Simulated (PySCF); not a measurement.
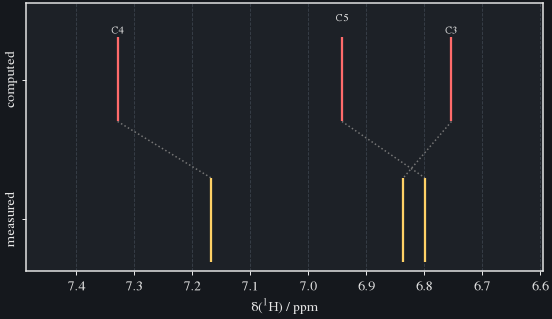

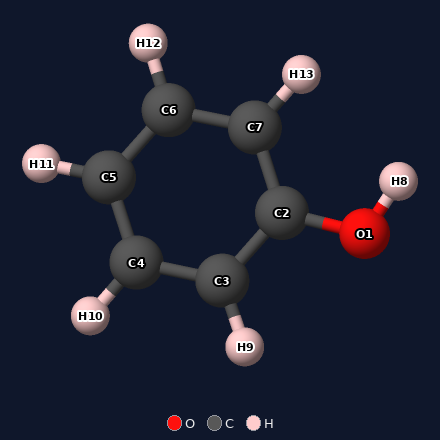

¹H shifts of C₆H₆O, SMILES Oc1ccccc1 against TMS: GIAO PBE0/pcSseg-1 (PySCF) for one gas-phase conformer (PBE0-D3(BJ)/def2-SVP, like atoms averaged; labels name one atom bearing the H of each set) above, published measurements (acetone) below; dotted lines join the same nuclei. Only nuclei with a measured value are shown, one named for each set of like atoms.

> Is the order of the signals reproduced?

Not fully: some dotted lines cross, though only for signals that are close in the measurement.

> How well does the calculation match?

Mean error 0.07 ppm, mean absolute error 0.13 ppm; the largest is 0.16 ppm, for H on C4.
